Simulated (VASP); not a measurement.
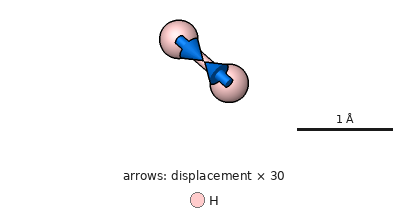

A relaxation of solid H2 (a generated structure, set up in P-1). The starting structure is drawn; blue arrows show the displacements, magnified 30 times. The two geometries are superimposed by the best rigid fit.

A ball-and-stick model of the molecule without its box, seen from a free direction.

The run lets the atoms move in a fixed cell. 1 atoms are held fixed.

Computed with Kohn-Sham DFT of a periodic cell, PBE with D3(BJ), VASP PAW PBE potentials, recommended (VASP 6.6.1).

The input:
```
ALGO = Fast ; EDIFF = 1E-6
EDIFFG = -0.03 ; ENCUT = 400
GGA = PE ; IBRION = 2
ISIF = 2 ; ISMEAR = 0
ISYM = 0 ; IVDW = 12
LASPH = True ; LCHARG = False
LREAL = False ; LWAVE = False
NELM = 60 ; NSW = 120
PREC = Accurate ; SIGMA = 0.01
```

Launched with:
```bash
cat potpaw_PBE.64/H/POTCAR > POTCAR
mpirun -np 4 vasp_gam > vasp.out
```

### What happened in the run?

After 2 geometry steps the energy has fallen by 1.05 kJ/mol. The largest force component goes from 0.7 to 0.00048 eV/Å. The largest moves, 0.013 Å, are those of H atoms. Near-neighbour distances that change, for instance: H–H 0.777 → 0.751 Å. It ran on 4 threads of AMD EPYC 9R45 (Zen 5) (shared host).
